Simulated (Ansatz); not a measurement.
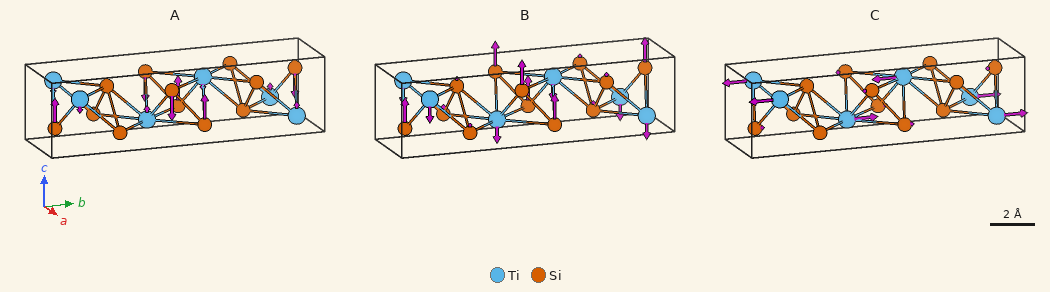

Modes of solid TiSi₂, space group Cmcm (No. 63), at the zone centre. Displacements are drawn as purple arrows; their common scale and sign are arbitrary. The picture is a ball-and-stick view of the conventional cell (2 times the calculation's cell), seen slightly off an axis. Lengths and directions refer to the drawn axes.

Computed with DFT PBEsol, scalar-relativistic, plane waves, PAW in Ansatz 0.2.0.

> Which are infrared-active and which Raman-active?

A is B₃g, Raman-active by symmetry (466 cm⁻¹). B is B₁u, infrared-active by symmetry (379 cm⁻¹). C is A_g, Raman-active by symmetry (314 cm⁻¹). The crystal has a centre of inversion, so no mode is both. In a metal the free carriers screen the infrared response.
